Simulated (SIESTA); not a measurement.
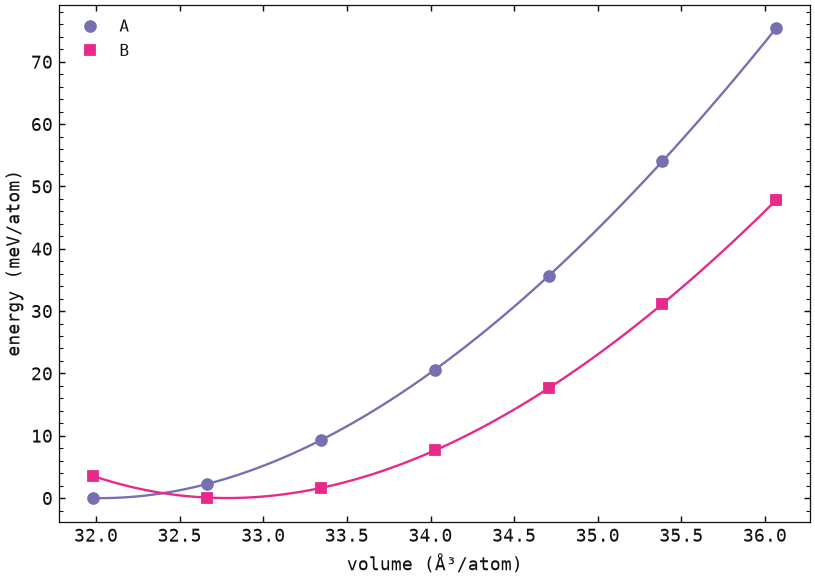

The figure compares two calculations of the energy against volume, each curve from its own zero. The first is for Bi, space group C2/m (No. 12).

The cell holds 2 atoms.

Calculation (SIESTA 5.4.2): DFT in numerical atomic orbitals with pseudopotentials, no spin polarisation; energies at scaled volumes of the given cell, shape and fractions fixed, counted from the fit's minimum, third-order Birch-Murnaghan fit. Level: LDA.

```
         setting                                                                     value
          k mesh                                                                     6×6×9
     occupations                                                               Fermi–Dirac
  smearing width                                                                   0.05 eV
      potentials  PseudoDojo 0.4 standard, converted to PSML, two zetas on semicore shells
program settings                                             basis DZP, mesh cutoff 500 Ry
```

In the second, the level changes from LDA to PBEsol.

> Which of A and B is the second calculation, and what did the change do?

B. The equilibrium volume rises from 32.02 to 32.78 Å³/atom (+2.4 %) and the bulk modulus falls from 59.1 to 55.6 GPa (−5.9 %).

For LDA, limits of the calculation: the fit and the printed pressures don't fully agree, or the minimum lies near the end of the range; mulliken charges of long orbitals; spin-orbit coupling left out, heavy elements; shape and atomic fractions are frozen while scaling, which makes layered, chain and framework solids too stiff.

For PBEsol, limits of the calculation: mulliken charges of long orbitals; spin-orbit coupling left out, heavy elements; shape and atomic fractions are frozen while scaling, which makes layered, chain and framework solids too stiff.

V0 and the bulk modulus come from third-order Birch–Murnaghan fits.
